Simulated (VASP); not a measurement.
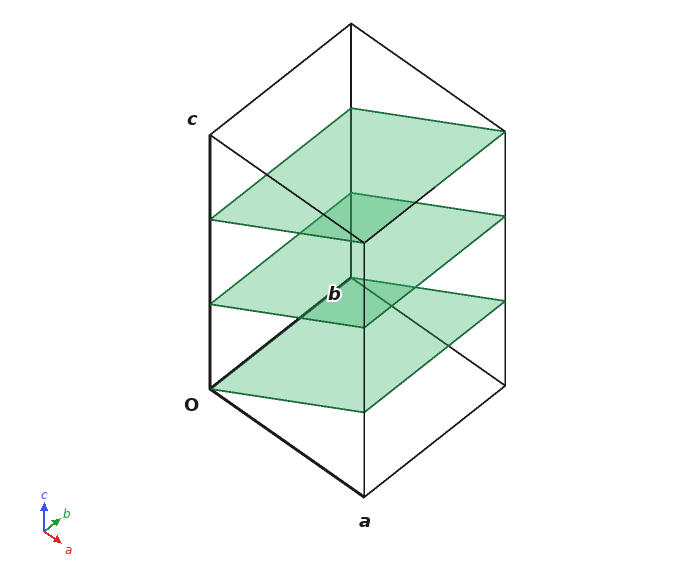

Every member of one family of equally spaced planes, hx + ky + lz = a whole number, that cuts the unit cell is shaded (one member passes through the origin O). Crystal: Si, the geometry relaxed with VASP Kohn-Sham DFT of a periodic cell, PBEsol, VASP PAW PBE potentials, materialsproject in VASP. The drawing is computed from the coordinates (standard cell, symmetry found to 0.002 Å).

a = 2.614 Å, b = 2.614 Å, c = 2.490 Å, α = 90.00°, β = 90.00°, γ = 120.00°.

**Index the planes.**

(1 0 −3), in four indices (1 0 −1 −3); the opposite sign names the same planes. The member next to the origin meets the axes a at 1, b never, c at −1/3.

**What is the spacing?**

d = 0.779 Å.

**The space group is P6/mmm, No. 191. How many reflections hkl are equivalent to this one (itself included), and does it occur?**

12 reflections are equivalent in the Laue class 6/mmm. The space group allows the reflection.
